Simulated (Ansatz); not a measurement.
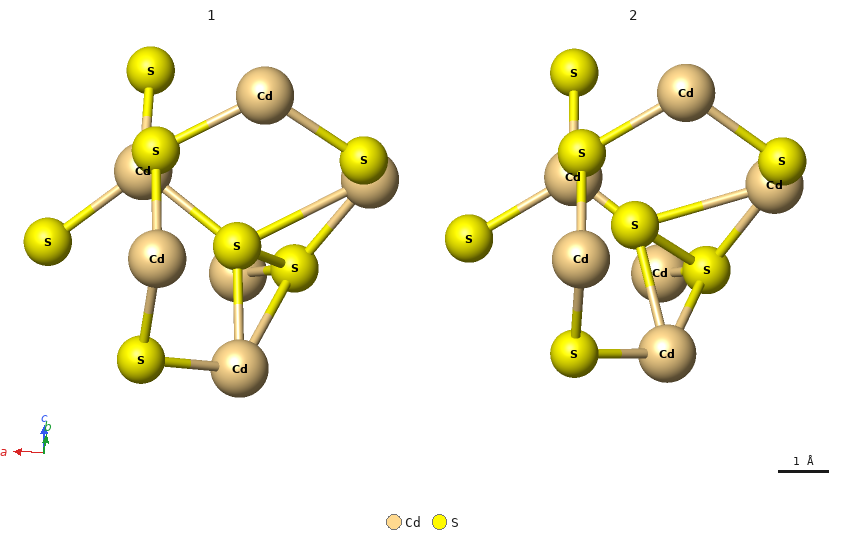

Two geometries of a defect cell of composition Cd48S49, drawn at one scale. One is the start of a relaxation, the other its converged end. The picture is a ball-and-stick view of the atoms within 4.2 Å of the atom that moves most (axes of the cell of the calculation (origin shifted)), seen from a free direction.

Computed with DFT, PBEsol, PAW, plane waves (Ansatz 0.2.0). Settings: plane-wave cutoff 420 eV; k-point mesh 1 × 1 × 1; mesh shifted by (0.25, 0.25, 0.25); no spin polarisation; atoms relaxed in a fixed cell; force threshold 0.03 eV/Å; at most 80 steps.

**Which of the two is the end point?**

Structure 1 is the relaxed one. The energy falls by 12.984 eV per cell of the calculation in 8 geometry steps. Largest force component: 36 eV/Å at the start, 0.0092 eV/Å at the end. The atom that moves furthest is an S atom (0.77 Å along [−3 1 −3]). Largest moves by element: S 0.77 Å, Cd 0.44 Å. The cell doesn't change. Near-neighbour distances that change, for instance: Cd–S 1.596 → 2.481 Å, Cd–S 1.964 → 2.491 Å, Cd–S 2.810 → 3.167 Å, Cd–S 2.763 → 2.539 Å. Bond angles that change, for instance: Cd–S–S 137.5° → 116.6°, Cd–S–S 66.9° → 85.7°, Cd–S–S 106.5° → 117.3°.
